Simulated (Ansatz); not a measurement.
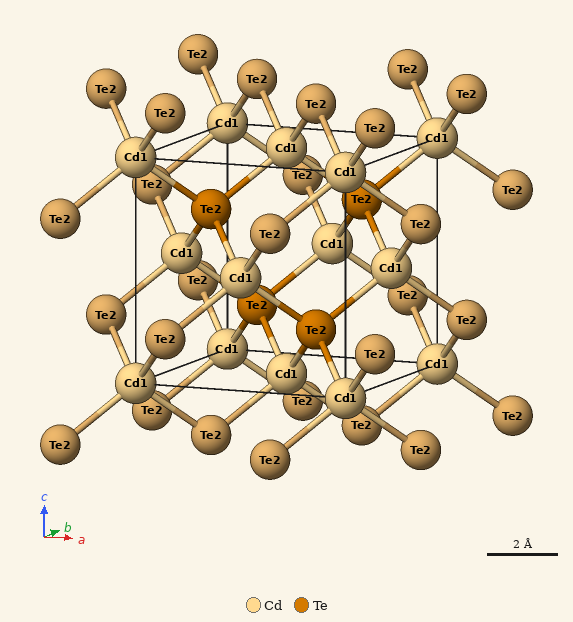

Fig. 1: The structure (ball-and-stick view of the cell 4 times as large as that of the calculation, set on its symmetry axes, seen slightly off an axis; neighbours outside the cell are drawn fainter; atoms are numbered from 1 in the order of the input).

# What a change does: single-point calculation on CdTe

System: CdTe (F-43m, 2 atoms in the cell).
Method of run 1: DFT, PBE, plane waves, PAW, no spin polarisation (Ansatz 0.2.0).

The structure was built on a prototype by a generator. The geometry comes from this level: r2SCAN. Text and figures count atoms from 1; the logs count them from 0 in places.

Input file, run 1:
```yaml
crystal:
  lattice:
    - [0.0, 3.2799551172, 3.2799551172]
    - [3.2799551172, 0.0, 3.2799551172]
    - [3.2799551172, 3.2799551172, 0.0]
  atoms:
    - { symbol: Cd, position: [0.0, 0.0, 0.0] }
    - { symbol: Te, position: [0.25, 0.25, 0.25] }
kpoints:
  mp_grid: { grid: [4, 4, 4] }
hamiltonian:
  xc: pbe
scf:
  occupations: { method: fixed }
output:
  optics:
    e_range: [2, 15]
    de: 0.1
    sigma: 0.15
    scissors: 0
    scheme: fermi_dirac
    bands: { spectra_wanted_up_to: 15 }
```

Launched with:
```bash
ansatz run input.yaml --threads 4 --pin off --max-ram 3686MiB --backend cpu --events-out ev --progress --plain --runs-dir out
```

Hardware: 4 threads of Arm Neoverse V1, 24 GiB of memory available, shared host.

Output, shortened to warnings, some set-up lines, iterations and results (run 1):
```
Basis set: ecut = 420 eV, 1411 PW (Γ)
Symmetry: 24 space group operations
k-points: 8 of 64 (time reversal used)
Initial density: superposition of atomic densities (neutral atoms: chi_scale 0, normalization atom), corrected by the library's trained network
[...]
SCF iter   1: F=—  HF=-15235.274101 eV  |F-HF|=—  |Δ(HF+E_count)|=         —  Δρ=7.00e-4  dr2=7.04e-4  ethr=1.77e-3  ⟨swp⟩=4.8  Hψ=683  notcnv=0  defer=10
SCF iter   2: F=—  HF=-15235.274223 eV  |F-HF|=—  |Δ(HF+E_count)|=   1.22e-4  Δρ=3.06e-4  dr2=5.67e-5  ethr=1.95e-6  ⟨swp⟩=4.0  Hψ=480  notcnv=0  defer=12
SCF iter   3: F=—  HF=-15235.274274 eV  |F-HF|=—  |Δ(HF+E_count)|=   5.10e-5  Δρ=1.08e-4  dr2=5.96e-6  ethr=1.58e-7  ⟨swp⟩=2.1  Hψ=319  notcnv=0  defer=12
SCF iter   4: F=—  HF=-15235.274295 eV  |F-HF|=—  |Δ(HF+E_count)|=   2.13e-5  Δρ=4.51e-5  dr2=1.13e-6  ethr=1.65e-8  ⟨swp⟩=2.0  Hψ=256  notcnv=0  defer=11
SCF iter   5: F=—  HF=-15235.274315 eV  |F-HF|=—  |Δ(HF+E_count)|=   2.03e-5  Δρ=1.07e-5  dr2=6.04e-8  ethr=3.14e-9  ⟨swp⟩=2.0  Hψ=256  notcnv=0  defer=5
SCF iter   6: F=—  HF=-15235.274316 eV  |F-HF|=—  |Δ(HF+E_count)|=   7.63e-7  Δρ=1.63e-6  dr2=2.68e-9  ethr=1.68e-10  ⟨swp⟩=2.6  Hψ=283  notcnv=0  defer=9
SCF iter   7: F=—  HF=-15235.274316 eV  |F-HF|=—  |Δ(HF+E_count)|=   1.01e-8  Δρ=2.39e-7  dr2=4.05e-11  ethr=7.44e-12  ⟨swp⟩=2.2  Hψ=274  notcnv=0  defer=9
SCF iter   8: F=-15235.274316 eV  HF=-15235.274316 eV  |F-HF|=3.64e-12  |Δ(HF+E_count)|=  2.24e-10  Δρ=4.71e-8  dr2=1.10e-12  ethr=1.00e-12  ⟨swp⟩=6.0  Hψ=651  notcnv=0
SCF 1 converged in 8 iterations: F = -15235.274316 eV  dr2 = 1.10e-12
NSCF: frozen V_eff on 8 k-points
Optics k sum: 0 of 8 k-points
Optics k sum: 1 of 8 k-points
Optics k sum: 2 of 8 k-points
Optics k sum: 3 of 8 k-points
Optics k sum: 4 of 8 k-points
Optics k sum: 5 of 8 k-points
Optics k sum: 6 of 8 k-points
Optics k sum: 7 of 8 k-points
Optics k sum: 8 of 8 k-points
Optics k sum: 0 of 8 k-points
Optics k sum: 1 of 8 k-points
Optics k sum: 2 of 8 k-points
Optics k sum: 3 of 8 k-points
Optics k sum: 4 of 8 k-points
Optics k sum: 5 of 8 k-points
Optics k sum: 6 of 8 k-points
Optics k sum: 7 of 8 k-points
Optics k sum: 8 of 8 k-points
NSCF: frozen V_eff on 1 k-points
output.optics: what the bands over the 43 summed would add to eps1, eps2 and the energy-loss function is held between a lower and an upper bound (8 Lanczos steps). eps1, eps2 and their loss function (loss_summed_bands) are given on every row as the summed bands alone make them. Along an axis, on a …
SCF converged after 8 iterations
Free energy (F): -15235.274316 eV
Harris-Foulkes:  -15235.274316 eV  (|F-HF|=3.64e-12)
Internal energy: -15235.274316 eV  (E = F + TS)
E sigma→0 (E₀):  -15235.274316 eV
Fermi energy:    6.982708 eV
--- Per-component energies (eV) ---
  E_band       = -803.926430
  E_kinetic    = 685.214261
[...]
```

The input of run 2 differs as follows (lines with − go, lines with + come):
```diff
-  xc: pbe
+  xc: pbesol
-    e_range: [2, 15]
+    e_range: [0.5, 15]
-    sigma: 0.15
-    scissors: 0
+    sigma: 0.05
+    scissors: 2.5
+    kdotp_interpolation: "off"
```

What does this change do to the results?

The total energies belong to different methods, so their difference says nothing on which is more stable or more accurate. The gap on the mesh goes from 0.65 to 0.54 eV. The functional changes from PBE to PBEsol. The number of SCF iterations is the same.

Output, shortened to warnings, some set-up lines, iterations and results (run 2):
```
WARN: output.optics: on 2 of the rows wanted, those up to 15.000 eV, the energy-loss function is not bounded in the bands left out, and is left empty along some axis. In full: what the bands over the 37 summed would add to eps1, eps2 and the energy-loss function is held between a lower and an upper bound (10 Lanczos steps). eps1, eps2 and their loss function (loss_summed_bands) are given on every …
Basis set: ecut = 420 eV, 1411 PW (Γ)
Symmetry: 24 space group operations
k-points: 8 of 64 (time reversal used)
Initial density: superposition of atomic densities (neutral atoms: chi_scale 0, normalization atom), corrected by the library's trained network
[...]
SCF iter   1: F=—  HF=-15086.273964 eV  |F-HF|=—  |Δ(HF+E_count)|=         —  Δρ=3.27e-3  dr2=7.95e-3  ethr=1.77e-3  ⟨swp⟩=4.9  Hψ=684  notcnv=0  defer=9
SCF iter   2: F=—  HF=-15086.271335 eV  |F-HF|=—  |Δ(HF+E_count)|=   2.63e-3  Δρ=7.85e-4  dr2=1.98e-4  ethr=2.21e-5  ⟨swp⟩=3.9  Hψ=439  notcnv=0  defer=12
SCF iter   3: F=—  HF=-15086.271436 eV  |F-HF|=—  |Δ(HF+E_count)|=   1.00e-4  Δρ=3.56e-4  dr2=5.05e-5  ethr=5.50e-7  ⟨swp⟩=2.0  Hψ=259  notcnv=0  defer=12
SCF iter   4: F=—  HF=-15086.271476 eV  |F-HF|=—  |Δ(HF+E_count)|=   4.06e-5  Δρ=1.45e-4  dr2=1.05e-5  ethr=1.40e-7  ⟨swp⟩=2.0  Hψ=251  notcnv=0  defer=11
SCF iter   5: F=—  HF=-15086.271472 eV  |F-HF|=—  |Δ(HF+E_count)|=   4.48e-6  Δρ=1.26e-5  dr2=8.09e-8  ethr=2.92e-8  ⟨swp⟩=2.0  Hψ=247  notcnv=0  defer=2
SCF iter   6: F=—  HF=-15086.271467 eV  |F-HF|=—  |Δ(HF+E_count)|=   4.68e-6  Δρ=3.55e-6  dr2=6.90e-9  ethr=2.25e-10  ⟨swp⟩=2.0  Hψ=248  notcnv=0
SCF iter   7: F=—  HF=-15086.271467 eV  |F-HF|=—  |Δ(HF+E_count)|=  2.31e-10  Δρ=7.31e-7  dr2=3.27e-10  ethr=1.92e-11  ⟨swp⟩=2.0  Hψ=229  notcnv=0
SCF iter   8: F=-15086.271467 eV  HF=-15086.271467 eV  |F-HF|=7.28e-12  |Δ(HF+E_count)|=  2.07e-10  Δρ=7.74e-8  dr2=5.10e-12  ethr=1.00e-12  ⟨swp⟩=3.8  Hψ=790  notcnv=0
SCF 1 converged in 8 iterations: F = -15086.271467 eV  dr2 = 5.10e-12
NSCF: frozen V_eff on 8 k-points
NSCF: frozen V_eff on 1 k-points
WARN: output.optics: on 2 of the rows wanted, those up to 15.000 eV, the energy-loss function is not bounded in the bands left out, and is left empty along some axis. In full: what the bands over the 37 summed would add to eps1, eps2 and the energy-loss function is held between a lower and an upper …
SCF converged after 8 iterations
Free energy (F): -15086.271467 eV
Harris-Foulkes:  -15086.271467 eV  (|F-HF|=7.28e-12)
Internal energy: -15086.271467 eV  (E = F + TS)
E sigma→0 (E₀):  -15086.271467 eV
Fermi energy:    6.845957 eV
--- Per-component energies (eV) ---
  E_band       = -807.552568
  E_kinetic    = 685.260894
  E_local      = -5502.513938  (includes V_loc(G=0)·N_el)
  E_nonlocal   = -271.052897
  E_hartree    = 2763.027468
  E_xc         = -298.186489
  E_vxc        = -324.384482  (∫ρ·V_xc dr)
  E_paw        = -8599.153560  (= ΣΔE_a)
  E_vpaw       = -920.916726  (= ΣTr[D̂ρ^β])
[...]
```

The two runs side by side:

```tsv
quantity	run 1	run 2
outcome	converged	converged
free energy per atom (eV)	−7617.6372	−7543.1357
gap on the mesh (eV)	0.65	0.54
SCF iterations	8	8
irreducible k-points	8	8
plane waves at Γ	1411	1411
wall time (shared host)	5.3 s	5.5 s
```
